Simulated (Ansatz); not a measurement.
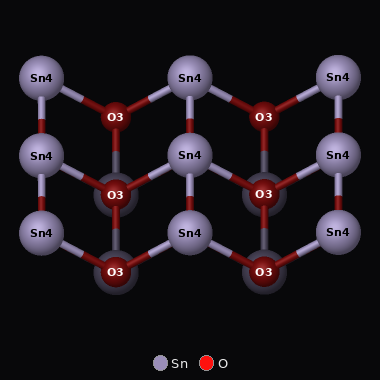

The system is H on a two-dimensional sheet of SnO (4 atoms of substrate and one adsorbate in a 1 × 1 cell); the picture shows it without the atoms that are moved over the map. 
- H is moved over the surface cell; relaxed at each place: the height of the adsorbate's atoms; substrate rigid; the origin of the map has the adsorbate above Sn4.
- Places are given modulo a cell vector. The map is drawn in real space over the plane of the surface.
- The grid has 8 × 8 points; 15 points were computed and 49 follow by symmetry.
- Energies are in eV, from the lowest grid point.
- Energies and slopes of some neighbouring points disagree (a jump in structure or state, or too coarse a mesh). The magnetic moment jumps between some neighbouring points. With one adsorbate in each 1 × 1 cell, its nearest image is 3.8 Å away, so neighbouring adsorbates interact.
- Method: Ansatz 0.2.0, DFT PBE+D3(BJ), scalar-relativistic, plane waves, PAW. Settings: cutoff 420 eV, k-mesh 7×7×1, gaussian smearing 0.05 eV, spin-polarised.

Range: position of H5 along the first surface vector from 0.000 to 0.875; position of H5 along the second surface vector from 0.000 to 0.875.

**Predict the map.**

The lowest grid point is at a bridge site between two Sn atoms, over a second-layer O atom, (0/8, 4/8) of the cell vectors. The same energy is found at a bridge site between two Sn atoms, over a second-layer O atom, (4/8, 0/8) of the cell vectors. The highest grid point, the top site over a surface Sn atom, (0/8, 0/8) of the cell vectors, lies 0.760 eV above the lowest. At the lowest point the adsorbate has 2 Sn at 2.23 Å as nearest neighbours, at the highest 1 Sn at 2.01 Å. Its relaxed height above the top atom is 1.16 Å at the lowest and 2.01 Å at the highest point.

| second ↓, first → | 0/8 | 1/8 | 2/8 | 3/8 | 4/8 | 5/8 | 6/8 | 7/8 |
| --- | --- | --- | --- | --- | --- | --- | --- | --- |
| 7/8 | 0.640 | 0.538 | 0.352 | 0.103 | 0.071 | 0.103 | 0.352 | 0.538 |
| 6/8 | 0.363 | 0.352 | 0.271 | 0.240 | 0.268 | 0.240 | 0.271 | 0.352 |
| 5/8 | 0.065 | 0.103 | 0.240 | 0.398 | 0.497 | 0.398 | 0.240 | 0.103 |
| 4/8 | 0.000 | 0.071 | 0.268 | 0.497 | 0.585 | 0.497 | 0.268 | 0.071 |
| 3/8 | 0.065 | 0.103 | 0.240 | 0.398 | 0.497 | 0.398 | 0.240 | 0.103 |
| 2/8 | 0.363 | 0.352 | 0.271 | 0.240 | 0.268 | 0.240 | 0.271 | 0.352 |
| 1/8 | 0.640 | 0.538 | 0.352 | 0.103 | 0.071 | 0.103 | 0.352 | 0.538 |
| 0/8 | 0.760 | 0.640 | 0.363 | 0.065 | 0.000 | 0.065 | 0.363 | 0.640 |

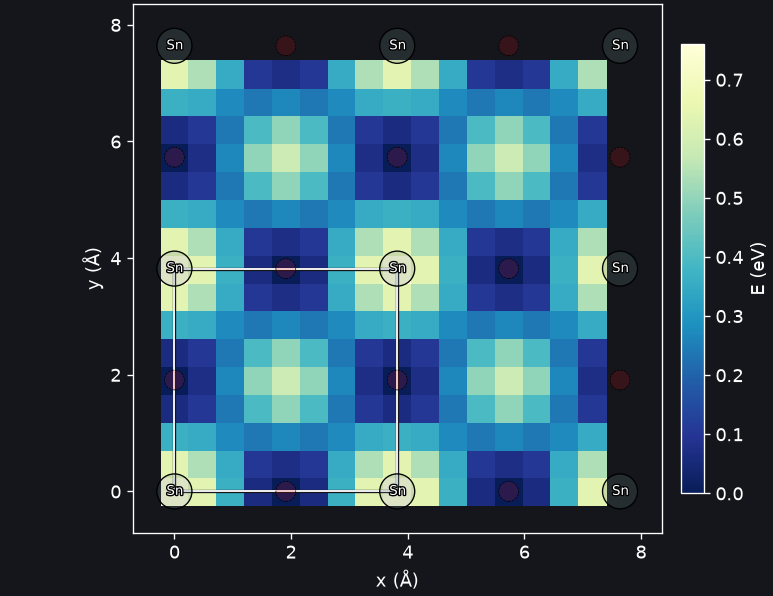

In the figure: one coloured cell a grid point, labelled circles for the atoms of the top layer and small ones for the second layer, the outline of one cell of the 2 × 2 shown.

Time for the 15 points that were run: 17 min on 1 thread of AMD EPYC 9R45 96-Core Processor (Zen 5) (shared host).

PAW datasets: the set soft_1.
